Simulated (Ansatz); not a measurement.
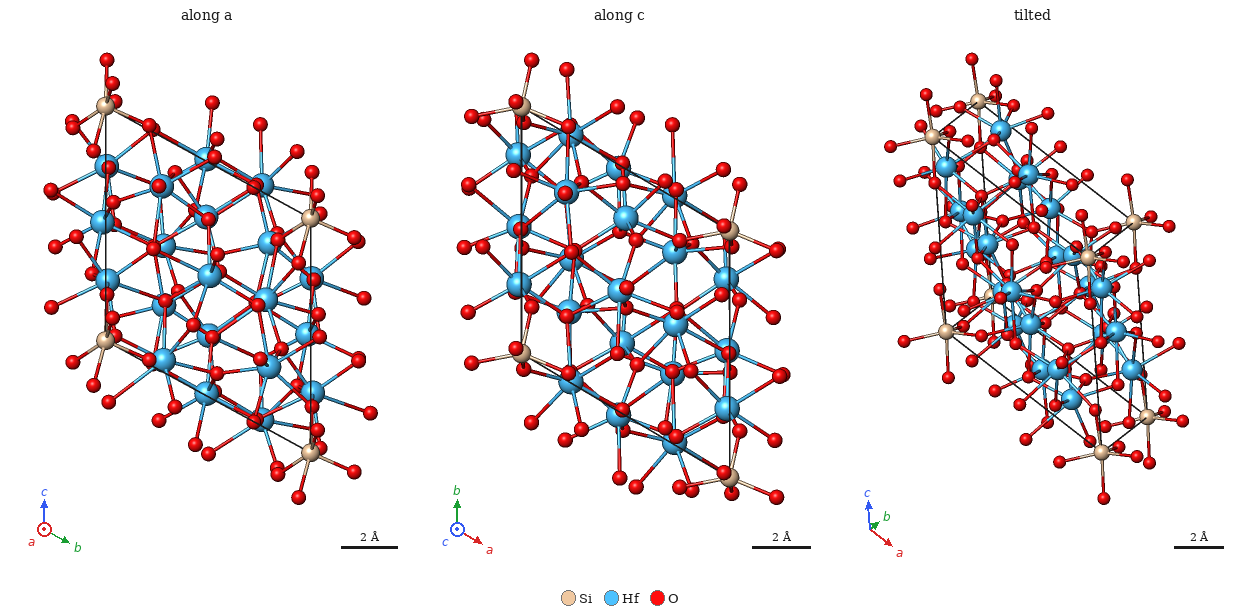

We look at a ball-and-stick model of the crystal along the a axis, along the c axis and slightly off an axis. The simulation cell is drawn as a box. Some neighbours outside the box are added.

Summary of the structure:

- The material is Hf15SiO32.
- All rotations and mirrors are lost; the group is P1.
- Content of the cell: 15 Hf, 1 Si, 32 O (Z = 1).

The structure comes from a structure listed in the Materials Project, repeated into a supercell with a point defect put in. The atoms were relaxed in a fixed cell with Ansatz 0.2.0, DFT PBE, scalar-relativistic, plane waves, PAW.
